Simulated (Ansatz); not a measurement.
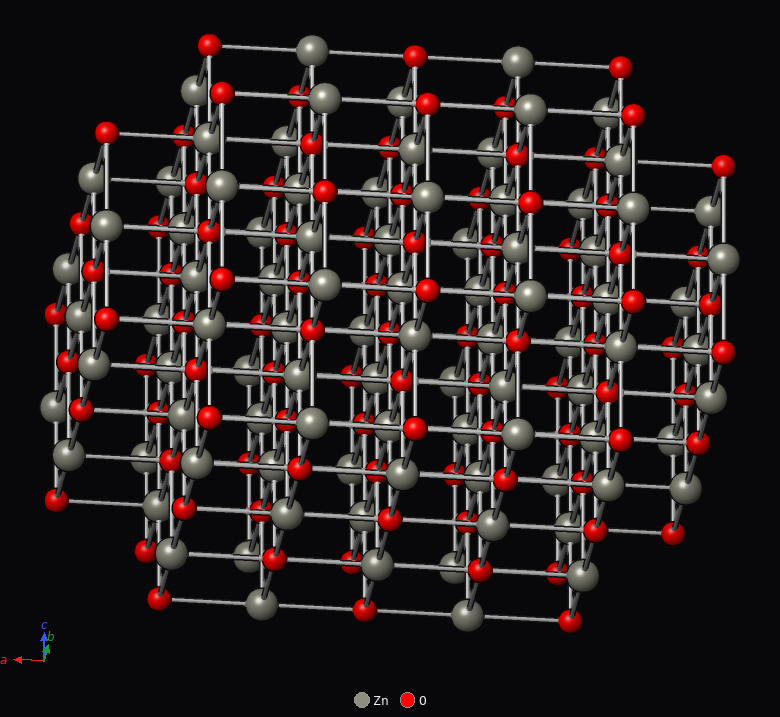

System ZnO (space group Fm-3m, No. 225); source of the atomic positions: the geometry relaxed with Ansatz 0.2.0, DFT r2SCAN, scalar-relativistic, plane waves, PAW.

Bonds are taken as O–Zn below 2.4 Å; no other contact counts. Simplification: prune 0- and 1-connected atoms, fold 2-connected ones into links.

What kind of net remains, and which atoms are its nodes?

A uninodal 6-connected, three-periodic net: Zn and O are 6-connected nodes.

Which named net is it?

It is the pcu net, known from NaCl, ReO3 and the B-X framework of perovskite.

Is the net interpenetrated?

It is a single net, without interpenetration.

Give the point symbol of each node (shortest cycle at each angle).

Zn and O: 4^12.6^3.

How many nodes does the smallest cycle have?

Four.

The simplified net, drawn on the atoms' positions. Nodes are coloured by element. Short stubs are edges that leave the cut-out.

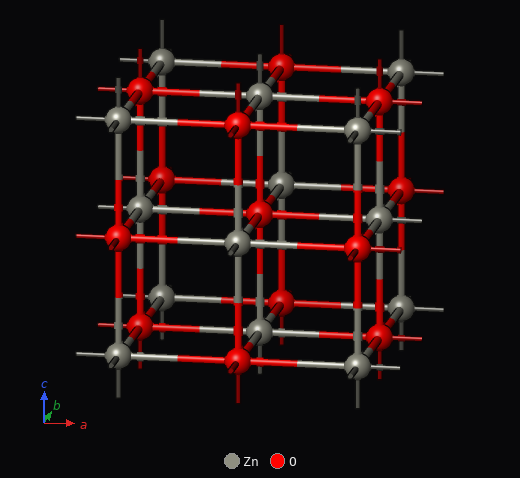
